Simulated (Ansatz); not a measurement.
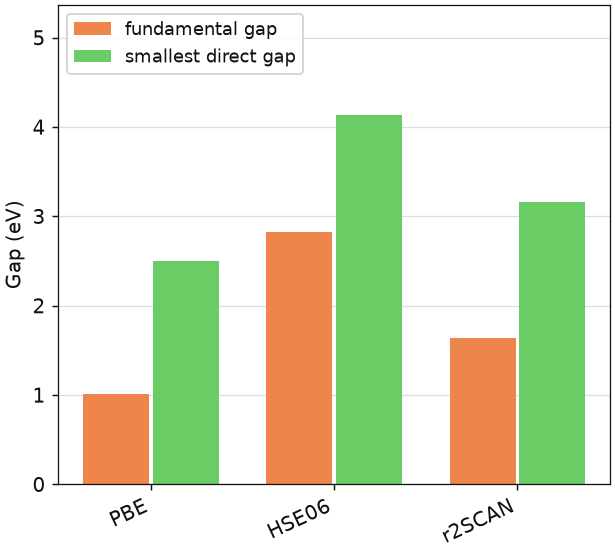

Gaps of ZnO, space group I4/mmm (No. 139), 2 atoms in the cell, rocksalt type, biaxial (xy) strain −1.0%, at several levels of theory on one cell (Ansatz, plane waves and PAW; edges over the mesh and the special points).

**How does the gap depend on the level, and does its kind change?**

In rising order: PBE 1.02 eV, r2SCAN 1.64 eV and HSE06 2.83 eV. It is indirect at every level.
